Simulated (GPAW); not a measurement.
System: zincblende BP, space group F-43m (No. 216), 2 atoms in the primitive cell.

```xyz
2
Lattice="0.0000 2.2690 2.2690 2.2690 0.0000 2.2690 2.2690 2.2690 0.0000" Properties=species:S:1:pos:R:3 pbc="T T T"
P     3.4035    3.4035    3.4035
B     0.0000    0.0000    0.0000
```

GPAW 26.7.0; PBEsol, PAW data sets generated in the run's folder for this functional, no spin polarisation, no spin-orbit coupling, 10×10×10 k mesh, 800 eV cutoff, Fermi-Dirac smearing of 0.05 eV.

What does the calculation give for the electronic structure? The path is Γ–X–W–K–Γ–L–U–W–L–K|U–X.

The material is gapped. The gap along this path is 1.13 eV and indirect, from the valence-band top at Γ to the conduction-band bottom between Γ and X; the smallest direct gap is 3.36 eV, at Γ. At X the lowest conduction band lies only 0.10 eV higher. Three bands meet at the valence-band top at Γ: it is triply degenerate (spin aside). The direct gaps are 5.56 eV at U, 5.56 eV at K and 5.37 eV at X.

LDA, GGA and most meta-GGA functionals understate gaps.

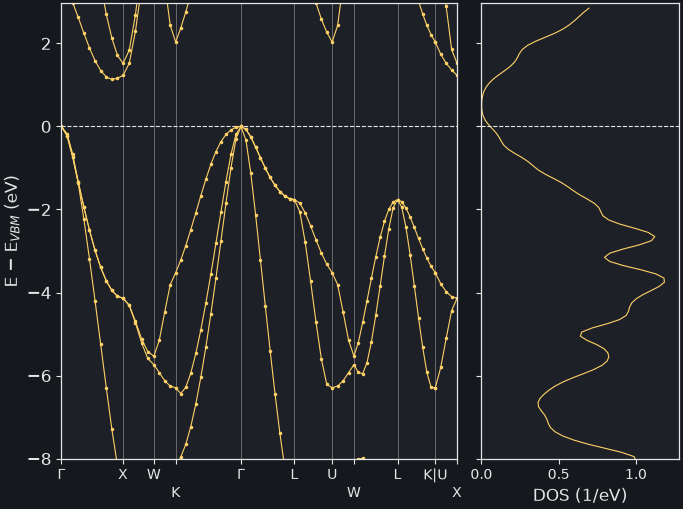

Band structure and density of states. Energies are counted from the top of the valence band. The DOS curve is built from the levels of the k mesh with Gaussians 0.55 eV wide, which also blur the band edges; ripples of that width can come from the mesh.
